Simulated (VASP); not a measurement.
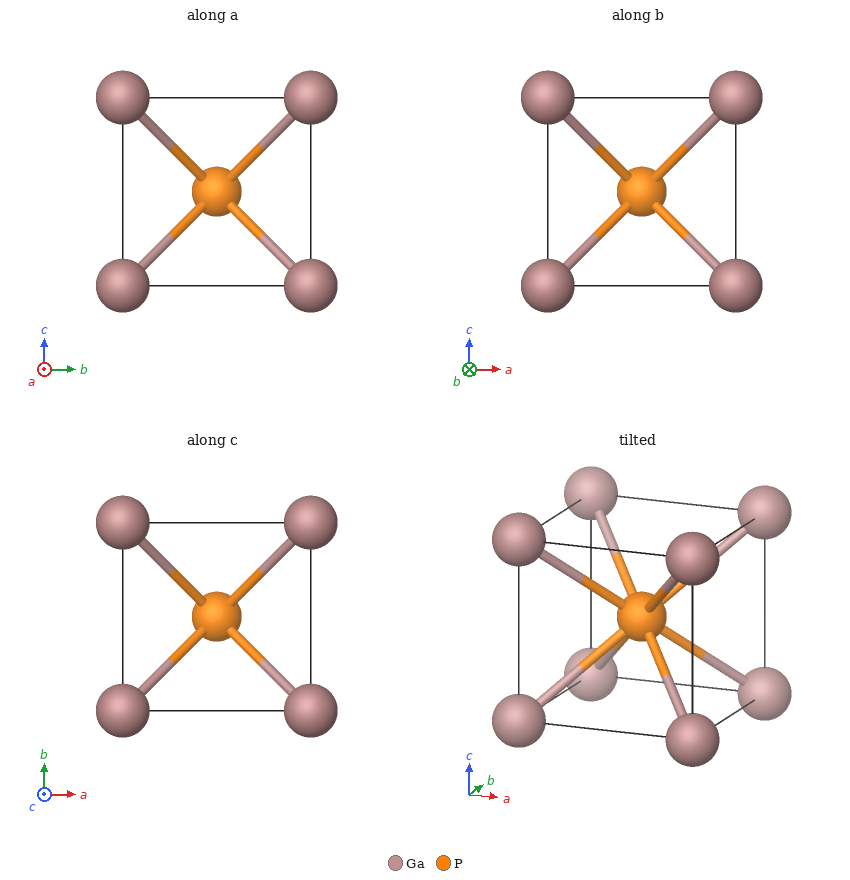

The crystal in a ball-and-stick representation, seen along the a axis, along the b axis, along the c axis and slightly off an axis. The conventional unit cell is drawn as a box.

Lattice parameters: a = 3.186 Å, b = 3.186 Å, c = 3.186 Å, α = 90.00°, β = 90.00°, γ = 90.00°. Put a along x and b in the xy plane.

Question: Put the structure into a POSCAR file.

Answer:
```
Ga P
1.0
     3.186    0.000    0.000
     0.000    3.186    0.000
     0.000    0.000    3.186
Ga P
1 1
Direct
  0.0000 0.0000 0.0000
  0.5000 0.5000 0.5000
```

It goes back to a structure type filled with these elements by a generator (whether the compound takes this form wasn't checked). Earlier steps of the study may have refined or changed the cell and positions. VASP was used for an electronic-structure calculation on it.
